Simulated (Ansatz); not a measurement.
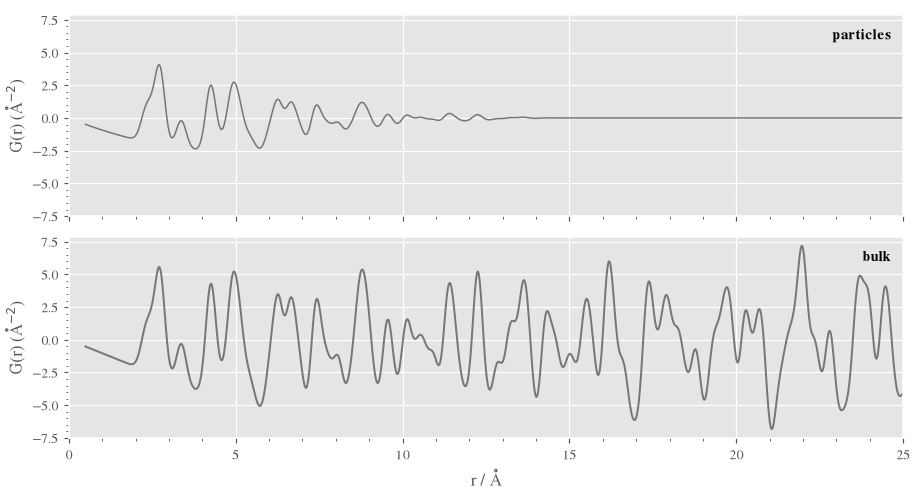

Computed X-ray G(r), with each pair weighted by the product of the atomic numbers (X-ray weights at Q = 0) and a uniform peak width σ = 0.15 Å, for spherical particles of Cr with the bulk structure: the bulk G(r) is multiplied by the envelope of a sphere of diameter D, 1 − 3r/2D + r³/2D³, with no surface relaxation. The number density is 0.0817 atoms per Å³. Structure used: the input geometry of an electronic-structure calculation (not necessarily at equilibrium); the starting structure was generated, so it need not be a known form of this composition.

How large are the particles?

About 15 Å (1.5 nm): the signal is half of the bulk amplitude at r ≈ 5.2 Å and vanishes at r = D, fading from view somewhat earlier.

Roughly how many atoms does one particle hold?

About 140 (number density 0.0817 Å⁻³ times πD³/6).
